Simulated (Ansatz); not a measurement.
## Single-point calculation, with input and output: Eu (part 2 of 2)

Eu (4 atoms in the cell); DFT, LDA, PAW with Ansatz's default frozen-core files, scalar-relativistic, spin-polarised (Ansatz 0.2.0); cutoff 420 eV, 8×8×3 k-mesh, Fermi–Dirac smearing of 0.025 eV, collinear spins. The structure derives from an entry of the Crystallography Open Database. It belongs to a series of runs on one base structure; here: moments start ++--; collinear moments without spin-orbit coupling, PAW files.

Geometry of the input (Å; fractional positions):
```
-2.3030  2.3030  2.3030
2.3030  -2.3030  2.3030
9.2120  9.2120  0.0000
Eu 0.0000  0.0000  0.0000
Eu 0.5000  0.5000  0.2500
Eu 0.0000  -0.0000  0.5000
Eu 0.5000  0.5000  0.7500
```

**Output, continued**
```
  k-point 1 ↑: bands = ["-34.2671", "-34.2582", "-31.2906", "-31.2787", "-13.1291", "-12.9952", "-12.9904", "-12.9484", "-12.9234", "-12.9234", "-10.8797", "-10.7028", "-10.6973", "-10.6387", "-10.6112", "-10.6108", "3.5867", "4.1829", "5.3893", "6.0036", "6.8639", "6.8648", "6.8714", "6.8811", "6.8912", "6.9224", "6.9380", "6.9466", "6.9723", "6.9782", "6.9827", "6.9855", "7.0005", "7.0040", "8.0159", "8.1948", "8.3218", "8.4992", "8.9863", "9.1038", "9.3641", "9.5866", "9.6497", "10.1421", "10.2692", "10.4522", "10.5357", "10.7247", "11.0953", "11.1250", "11.1896", "11.2037", "11.2540", "11.2542", "11.4209", "11.4304", "11.4710", "11.4900", "11.4949"]
  k-point 2 ↑: bands = ["-34.2655", "-34.2572", "-31.2884", "-31.2774", "-13.1227", "-13.0231", "-12.9792", "-12.9690", "-12.9377", "-12.9336", "-10.8719", "-10.7367", "-10.6853", "-10.6663", "-10.6291", "-10.6229", "3.7208", "4.8833", "5.0033", "6.4009", "6.8644", "6.8672", "6.8798", "6.8838", "6.8978", "6.9249", "6.9386", "6.9459", "6.9707", "6.9757", "6.9761", "6.9794", "6.9894", "6.9935", "7.9834", "8.0827", "8.4971", "8.5310", "8.5868", "8.9288", "9.2456", "9.4564", "9.7312", "10.1749", "10.3774", "10.4498", "10.7466", "10.8313", "10.8449", "10.9101", "11.1564", "11.2294", "11.3339", "11.3649", "11.4334", "11.4442", "11.4683", "11.4838", "11.5119"]
  k-point 41 ↓: bands = ["-34.2502", "-34.2432", "-31.2682", "-31.2591", "-13.1810", "-13.1421", "-13.0981", "-13.0693", "-13.0449", "-12.9693", "-10.9408", "-10.8893", "-10.8280", "-10.8023", "-10.7608", "-10.6770", "6.1338", "6.5734", "6.7456", "6.8289", "6.8667", "6.8854", "6.8872", "6.8999", "6.9087", "6.9239", "6.9469", "6.9632", "6.9654", "6.9680", "6.9783", "6.9815", "7.0016", "7.0753", "7.3057", "7.3972", "7.8100", "8.1877", "8.2232", "8.8905", "9.5803", "9.7345", "10.1346", "10.5369", "10.6962", "10.9189", "11.0745", "11.2201", "11.2451", "11.2823", "11.3597", "11.4321", "11.4933", "11.5345", "11.5408", "11.5516", "11.5562", "11.5790", "11.6191"]
```

**File rho_z.tsv**
```
# z_ang	rho[e/angstrom^3]	rho_spin[e/angstrom^3]
# format = ansatz-planar-average/11
# lattice	-2.303000000	2.303000000	2.303000000
# lattice	2.303000000	-2.303000000	2.303000000
# lattice	9.212000000	9.212000000	0.000000000
# sites	4
# site	63	0.000000000	0.000000000	0.000000000
# site	63	2.303000000	2.303000000	2.303000000
# site	63	4.606000000	4.606000000	0.000000000
# site	63	6.909000000	6.909000000	2.303000000
0.000000	9.963980e-1	6.194710e-1
0.144753	9.310028e-1	5.472062e-1
0.289505	7.664398e-1	3.794618e-1
0.434258	5.680758e-1	2.128747e-1
0.579010	3.892284e-1	1.048753e-1
0.723763	2.533456e-1	5.294784e-2
0.868516	1.622960e-1	3.135541e-2
1.013268	1.077146e-1	2.191096e-2
1.158021	7.802319e-2	1.740785e-2
1.302774	6.302109e-2	1.531256e-2
1.447526	5.600516e-2	1.439967e-2
1.592279	5.351342e-2	1.407880e-2
1.737031	5.431248e-2	1.418239e-2
1.881784	5.879506e-2	1.475811e-2
2.026537	6.919192e-2	1.615291e-2
2.171289	9.046678e-2	1.924936e-2
2.316042	1.311582e-1	2.574536e-2
2.460794	2.025980e-1	3.981682e-2
2.605547	3.154504e-1	7.347749e-2
2.750300	4.740823e-1	1.506208e-1
2.895052	6.674717e-1	2.908431e-1
3.039805	8.572245e-1	4.691583e-1
3.184558	9.794148e-1	6.005777e-1
3.329310	9.797033e-1	6.002288e-1
3.474063	8.577947e-1	4.680063e-1
3.618815	6.678657e-1	2.887870e-1
3.763568	4.741957e-1	1.477085e-1
3.908321	3.154215e-1	6.967089e-2
4.053073	2.025404e-1	3.488568e-2
4.197826	1.311240e-1	1.944211e-2
4.342578	9.048597e-2	1.144231e-2
4.487331	6.927552e-2	6.802308e-3
4.632084	5.893444e-2	3.829767e-3
4.776836	5.448669e-2	1.556469e-3
4.921589	5.369492e-2	-5.141354e-4
5.066342	5.616512e-2	-2.645768e-3
5.211094	6.313459e-2	-5.180790e-3
5.355847	7.807458e-2	-8.831398e-3
5.500599	1.077044e-1	-1.486479e-2
5.645352	1.622454e-1	-2.576284e-2
5.790105	2.532932e-1	-4.861399e-2
5.934857	3.892514e-1	-1.015347e-1
6.079610	5.683192e-1	-2.103830e-1
6.224362	7.669617e-1	-3.778586e-1
6.369115	9.314970e-1	-5.464770e-1
6.513868	9.963980e-1	-6.194710e-1
6.658620	9.310028e-1	-5.472062e-1
6.803373	7.664398e-1	-3.794618e-1
6.948126	5.680758e-1	-2.128747e-1
7.092878	3.892284e-1	-1.048753e-1
7.237631	2.533456e-1	-5.294784e-2
7.382383	1.622960e-1	-3.135541e-2
7.527136	1.077146e-1	-2.191096e-2
7.671889	7.802319e-2	-1.740785e-2
7.816641	6.302109e-2	-1.531256e-2
7.961394	5.600516e-2	-1.439967e-2
8.106146	5.351342e-2	-1.407880e-2
8.250899	5.431248e-2	-1.418239e-2
8.395652	5.879506e-2	-1.475811e-2
8.540404	6.919192e-2	-1.615291e-2
8.685157	9.046678e-2	-1.924936e-2
8.829910	1.311582e-1	-2.574536e-2
8.974662	2.025980e-1	-3.981682e-2
9.119415	3.154504e-1	-7.347749e-2
9.264167	4.740823e-1	-1.506208e-1
9.408920	6.674717e-1	-2.908431e-1
9.553673	8.572245e-1	-4.691583e-1
9.698425	9.794148e-1	-6.005777e-1
9.843178	9.797033e-1	-6.002288e-1
9.987930	8.577947e-1	-4.680063e-1
10.132683	6.678657e-1	-2.887870e-1
10.277436	4.741957e-1	-1.477085e-1
10.422188	3.154215e-1	-6.967089e-2
10.566941	2.025404e-1	-3.488568e-2
10.711693	1.311240e-1	-1.944211e-2
10.856446	9.048597e-2	-1.144231e-2
11.001199	6.927552e-2	-6.802308e-3
11.145951	5.893444e-2	-3.829767e-3
11.290704	5.448669e-2	-1.556469e-3
11.435457	5.369492e-2	5.141354e-4
11.580209	5.616512e-2	2.645768e-3
11.724962	6.313459e-2	5.180790e-3
11.869714	7.807458e-2	8.831398e-3
12.014467	1.077044e-1	1.486479e-2
12.159220	1.622454e-1	2.576284e-2
12.303972	2.532932e-1	4.861399e-2
12.448725	3.892514e-1	1.015347e-1
12.593477	5.683192e-1	2.103830e-1
12.738230	7.669617e-1	3.778586e-1
12.882983	9.314970e-1	5.464770e-1
```

**File v_z.tsv**
```
# z_ang	v_es[eV]	v_tot_up[eV]	v_tot_dn[eV]
# format = ansatz-planar-average/11
# xc	lda
# density_cutoff_ev	1680
# datasets	Eu=:simpson_from_first_knot:soft:shift=-2155964
# lattice	-2.303000000	2.303000000	2.303000000
# lattice	2.303000000	-2.303000000	2.303000000
# lattice	9.212000000	9.212000000	0.000000000
# sites	4
# site	63	0.000000000	0.000000000	0.000000000
# site	63	2.303000000	2.303000000	2.303000000
# site	63	4.606000000	4.606000000	0.000000000
# site	63	6.909000000	6.909000000	2.303000000
0.000000	-2.295829e0	-1.306599e1	-1.246106e1
0.144753	-1.972780e0	-1.267674e1	-1.205722e1
0.289505	-1.041702e0	-1.152362e1	-1.088815e1
0.434258	3.766532e-1	-9.712280e0	-9.061225e0
0.579010	2.110660e0	-7.436353e0	-6.774780e0
0.723763	3.934220e0	-4.987435e0	-4.327562e0
0.868516	5.611166e0	-2.685173e0	-2.042592e0
1.013268	6.923906e0	-8.181580e-1	-2.013030e-1
1.158021	7.837428e0	5.314198e-1	1.126701e0
1.302774	8.446763e0	1.442124e0	2.026390e0
1.447526	8.812678e0	1.985511e0	2.566484e0
1.592279	8.966178e0	2.210793e0	2.791202e0
1.737031	8.915088e0	2.136089e0	2.716639e0
1.881784	8.657632e0	1.756014e0	2.338030e0
2.026537	8.175316e0	1.036589e0	1.625060e0
2.171289	7.424631e0	-8.280499e-2	5.220968e-1
2.316042	6.321102e0	-1.685645e0	-1.055681e0
2.460794	4.806497e0	-3.797557e0	-3.144567e0
2.605547	3.025797e0	-6.213730e0	-5.551068e0
2.750300	1.217629e0	-8.615715e0	-7.958336e0
2.895052	-3.841488e-1	-1.069069e1	-1.004717e1
3.039805	-1.576946e0	-1.219085e1	-1.156346e1
3.184558	-2.215218e0	-1.297030e1	-1.235829e1
3.329310	-2.212078e0	-1.296242e1	-1.236413e1
3.474063	-1.568517e0	-1.216742e1	-1.158187e1
3.618815	-3.724381e-1	-1.065170e1	-1.008022e1
3.763568	1.231157e0	-8.560168e0	-8.008196e0
3.908321	3.040664e0	-6.139593e0	-5.620037e0
4.053073	4.822775e0	-3.702080e0	-3.235690e0
4.197826	6.338996e0	-1.565330e0	-1.173212e0
4.342578	7.444261e0	6.633262e-2	3.731854e-1
4.487331	8.196605e0	1.218367e0	1.440151e0
4.632084	8.680265e0	1.973422e0	2.113949e0
4.776836	8.938544e0	2.391471e0	2.451926e0
4.921589	8.989806e0	2.506115e0	2.485935e0
5.066342	8.835798e0	2.322170e0	2.221633e0
5.211094	8.468778e0	1.822179e0	1.641399e0
5.355847	7.857911e0	9.602975e-1	6.964436e-1
5.500599	6.942663e0	-3.338972e-1	-6.839380e-1
5.645352	5.628229e0	-2.146319e0	-2.577757e0
5.790105	3.949769e0	-4.407153e0	-4.903018e0
5.934857	2.124870e0	-6.833877e0	-7.371814e0
6.079610	3.893888e-1	-9.102410e0	-9.665210e0
6.224362	-1.031388e0	-1.091360e1	-1.149247e1
6.369115	-1.966767e0	-1.206913e1	-1.266104e1
6.513868	-2.295829e0	-1.246106e1	-1.306599e1
6.658620	-1.972780e0	-1.205722e1	-1.267674e1
6.803373	-1.041702e0	-1.088815e1	-1.152362e1
6.948126	3.766532e-1	-9.061225e0	-9.712280e0
7.092878	2.110660e0	-6.774780e0	-7.436353e0
7.237631	3.934220e0	-4.327562e0	-4.987435e0
7.382383	5.611166e0	-2.042592e0	-2.685173e0
7.527136	6.923906e0	-2.013030e-1	-8.181580e-1
7.671889	7.837428e0	1.126701e0	5.314198e-1
7.816641	8.446763e0	2.026390e0	1.442124e0
7.961394	8.812678e0	2.566484e0	1.985511e0
8.106146	8.966178e0	2.791202e0	2.210793e0
8.250899	8.915088e0	2.716639e0	2.136089e0
8.395652	8.657632e0	2.338030e0	1.756014e0
8.540404	8.175316e0	1.625060e0	1.036589e0
8.685157	7.424631e0	5.220968e-1	-8.280499e-2
8.829910	6.321102e0	-1.055681e0	-1.685645e0
8.974662	4.806497e0	-3.144567e0	-3.797557e0
9.119415	3.025797e0	-5.551068e0	-6.213730e0
9.264167	1.217629e0	-7.958336e0	-8.615715e0
9.408920	-3.841488e-1	-1.004717e1	-1.069069e1
9.553673	-1.576946e0	-1.156346e1	-1.219085e1
9.698425	-2.215218e0	-1.235829e1	-1.297030e1
9.843178	-2.212078e0	-1.236413e1	-1.296242e1
9.987930	-1.568517e0	-1.158187e1	-1.216742e1
10.132683	-3.724381e-1	-1.008022e1	-1.065170e1
10.277436	1.231157e0	-8.008196e0	-8.560168e0
10.422188	3.040664e0	-5.620037e0	-6.139593e0
10.566941	4.822775e0	-3.235690e0	-3.702080e0
10.711693	6.338996e0	-1.173212e0	-1.565330e0
10.856446	7.444261e0	3.731854e-1	6.633262e-2
11.001199	8.196605e0	1.440151e0	1.218367e0
11.145951	8.680265e0	2.113949e0	1.973422e0
11.290704	8.938544e0	2.451926e0	2.391471e0
11.435457	8.989806e0	2.485935e0	2.506115e0
11.580209	8.835798e0	2.221633e0	2.322170e0
11.724962	8.468778e0	1.641399e0	1.822179e0
11.869714	7.857911e0	6.964436e-1	9.602975e-1
12.014467	6.942663e0	-6.839380e-1	-3.338972e-1
12.159220	5.628229e0	-2.577757e0	-2.146319e0
12.303972	3.949769e0	-4.903018e0	-4.407153e0
12.448725	2.124870e0	-7.371814e0	-6.833877e0
12.593477	3.893888e-1	-9.665210e0	-9.102410e0
12.738230	-1.031388e0	-1.149247e1	-1.091360e1
12.882983	-1.966767e0	-1.266104e1	-1.206913e1
```

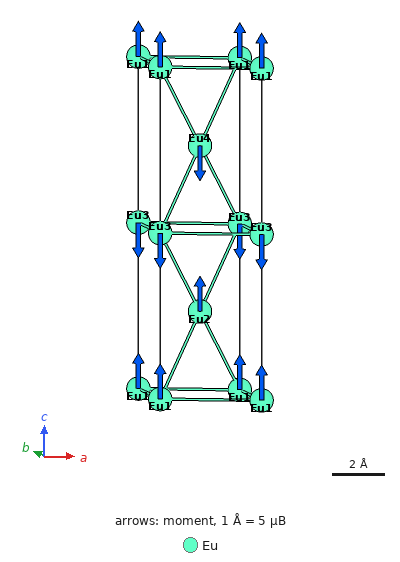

Magnetic moments of the sites as blue arrows (ball-and-stick view of the cell of the calculation, seen slightly off an axis; atoms are numbered from 1 in the order of the input); small moments hardly show. The run is collinear, so the axis drawn is arbitrary. Site moments: Eu1 (7.09 μB); Eu3, Eu4 (−7.09 μB); Eu2 (7.09 μB). They are counted near the atoms and needn't add up to the moment of the cell.

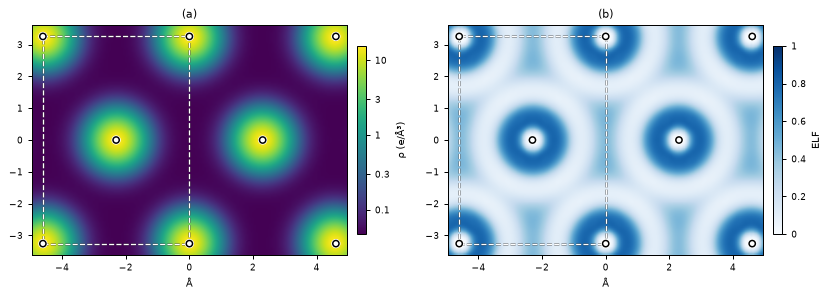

(a) valence electron density; (b) ELF on the (001) plane of the conventional cell of the magnetic structure. Circles mark the nuclei in the plane (Eu). Eu–Eu (3.99 Å): ρ is about 0.05 e/Å³ halfway; the ELF is about 0.15 at the midpoint (no localised pair between them). Away from the nuclei the density in this plane falls to 0.05 e/Å³ at its lowest. The strong features right at Eu lie inside the PAW spheres (semicore, d or f shells) and say nothing about bonding. In a PAW calculation such maps are meaningful between the atoms, not at the nuclei.

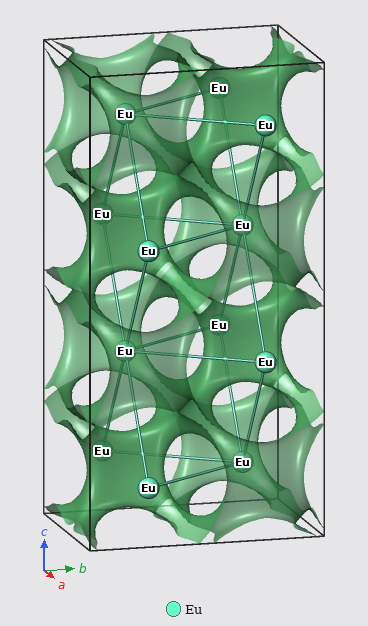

Isosurface of the ELF at 0.4 (green), seen slightly off an axis. Only the valence region is drawn (cores and ρ < 0.01 e/Å³ removed). Sticks mark near contacts. The outline is the cell set on symmetry axes of the magnetic structure. Values along the shortest contacts: Eu–Eu (3.99 Å): the ELF is about 0.15 at the midpoint (no shared electron pair).

**Summary**

```csv
quantity,value
outcome,converged
space group (tolerance 0.01 Å),Im-3m (229)
electrons treated,68
free energy,−34261.7618 eV
Fermi energy,7.351 eV
net moment of the cell,0.00 μB
integrated absolute moment,29.28 μB
pressure,−3.61 GPa
largest force (length of the vector),0.076 eV/Å
wall time,43 s (CPU time 84 s)
peak memory,0.81 GiB
```
